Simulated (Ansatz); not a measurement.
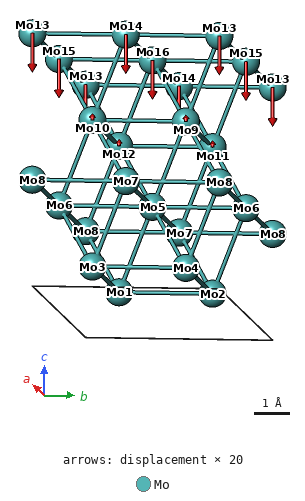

This is a constrained relaxation of a slab of composition Mo (cut from the Im-3m phase). The starting structure is drawn; red arrows show the displacements, magnified 20 times.

Style: ball-and-stick. Shown: the cell of the calculation, outlined in the plane, without the vacuum, from a free direction.

Case: clean slab, lower half held. The slab is the (1 1 0) face of Mo. 8 atoms are held fixed.

All numbers below come from Ansatz 0.2.0, DFT PBE+D3(BJ), scalar-relativistic, plane waves, PAW. Set-up: plane-wave cutoff 420 eV; k-point mesh 6 × 6 × 1; occupations gaussian; smearing width 0.1 eV; no spin polarisation; dipole correction; atoms relaxed in a fixed cell; force threshold 0.03 eV/Å; at most 70 steps.

What did the optimiser do to the structure, and how much energy did it gain?

The largest moves, 0.060 Å, are those of Mo13, Mo14, Mo15 and Mo16. Mo14 goes along the normal (−c). The cell stays as it was. Some distances before and after: Mo10–Mo14 2.711 → 2.654 Å, Mo5–Mo12 2.711 → 2.719 Å. The energy falls by 71.0 meV per cell of the calculation in 2 accepted moves (4 points after the start). Largest force component: 0.52 eV/Å at the start, 0.0079 eV/Å at the end. The line search rejected the trial step at point 1 of the run. 1 step only repeated the SCF at the same geometry. The run took 5.4 min on 2 threads of AMD EPYC 7R43 64-Core Processor (Zen 3) (shared host), peak memory 1.7 GiB.
